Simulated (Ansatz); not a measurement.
The calculation's input:

```
crystal:
  lattice:
    - [0.0, 2.0188684521, 1.9381137141]
    - [2.0188684521, 0.0, 1.9381137141]
    - [2.0188684521, 2.0188684521, 0.0]
  atoms:
    - { symbol: Al, position: [0.0, 0.0, 0.0] }
    - { symbol: "N", position: [0.5, 0.5, 0.5] }
kpoints:
  mp_grid: { grid: [10, 10, 10] }
  band_path:
    path:
      - [0.0, 0.0, 0.0]
      - [0.5, 0.0, 0.5]
      - [0.625, 0.25, 0.625]
      - [0.375, 0.375, 0.75]
      - [0.5, 0.5, 0.5]
      - [0.5, 0.25, 0.75]
      - [0.5, 0.5, 0.0]
    npoints: 1
hamiltonian:
  xc: r2scan
scf:
  occupations: { method: fixed }
  n_extra_bands: 4
output:
  forces: true
  stress: true
  eigenvalues: true
  write_density: true
  write_potential: true
  elf: true
  volumetric_format: npy
```

Launched as:

```sh
ansatz run input.yaml --threads 2 --pin off --max-ram 29491MiB --backend cpu --events-out ev --progress --plain --runs-dir out
```

Below, planes, directions and counts refer to the conventional cell (a = 2.86 Å, b = 2.86 Å, c = 3.88 Å, α = 90.00°, β = 90.00°, γ = 90.00°).

Space group I4/mmm; started from the rocksalt prototype, which need not be the ambient phase; changed on purpose from its base cell (uniaxial z strain -4.0%); computed pressure about 13 GPa in this cell.

These are results of Ansatz 0.2.0, DFT, r2SCAN, plane waves, PAW, not measurements.

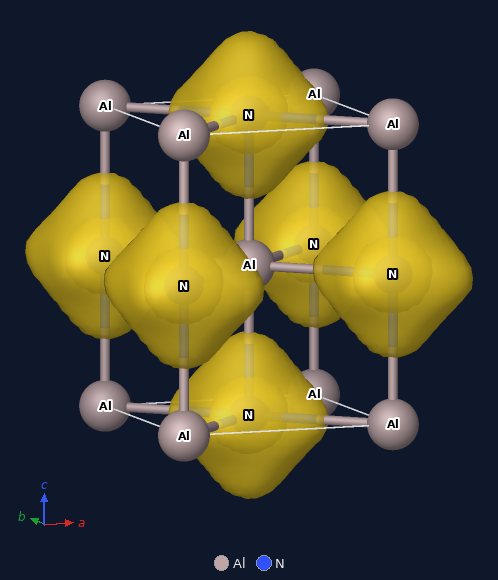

AlN. Isosurface of the ELF at 0.75 (yellow), seen slightly off an axis. Only the valence region is drawn (cores and ρ < 0.01 e/Å³ removed). Sticks mark near contacts.

In a PAW calculation such maps are meaningful between the atoms, not at the nuclei.

Identify the bonds, lone pairs and shells in this picture.

The surface consists of two regions on N in which the atom's valence shell and bonds are merged, counted in one cell of 4 atoms. Regions shared between cells count once.

Values along the shortest contacts:
Al–N (1.94 Å): the ELF peaks at about 0.85 in the valence shell of N, 0.7 Å from its nucleus, and is about 0.80 at the midpoint. Al–N (2.02 Å): the ELF peaks at about 0.85 in the valence shell of N, 0.7 Å from its nucleus, and is about 0.80 at the midpoint.
